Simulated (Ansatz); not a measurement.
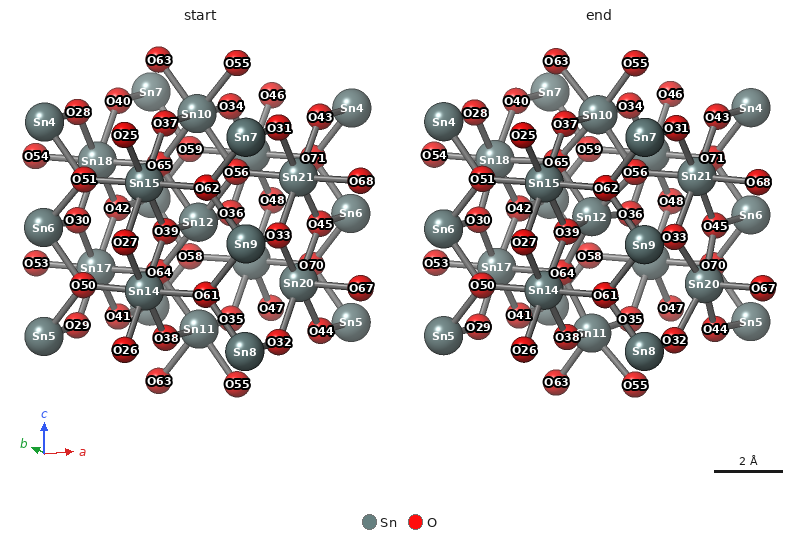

The structure of a defect cell of composition Sn$_{24}$O$_{47}$ (cell charge +2) before (left) and after (right) a relaxation, at one scale.

A ball-and-stick model of the atoms within 5.8 Å of the atom that moves most (axes of the cell of the calculation (origin shifted)), seen slightly off an axis.

All numbers below come from DFT, PBEsol, PAW, plane waves in Ansatz. (plane-wave cutoff 420 eV; k-point mesh 1 × 1 × 1; mesh shifted by (0.25, 0.25, 0.25); no spin polarisation; atoms relaxed in a fixed cell; force threshold 0.03 eV/Å; at most 80 steps)

> What changed between the two?

The atom that moves furthest is a Sn atom (0.25 Å along [−1 1 1]). Largest moves by element: Sn 0.25 Å, O 0.16 Å. The cell doesn't change. Some distances before and after: O–Sn 2.110 → 1.968 Å, O–Sn 2.061 → 1.956 Å, O–Sn 2.098 → 2.188 Å, O–Sn 1.986 → 2.073 Å. Bond angles that change, for instance: Sn–O–Sn 100.6° → 120.4°, O–Sn–O 179.1° → 161.5°, O–Sn–O 178.7° → 161.4°. Over 5 geometry steps the energy falls by 2.270 eV per cell of the calculation. Largest force component: 2.5 eV/Å at the start, 0.027 eV/Å at the end. Cost: 6.6 s on 1 × NVIDIA GB300 Max-Q with 8 threads of Arm Neoverse-V2, peak memory 1.9 GiB.

Limits of the set-up: the cell is charged, on a uniform background, and energies carry no finite-size correction.
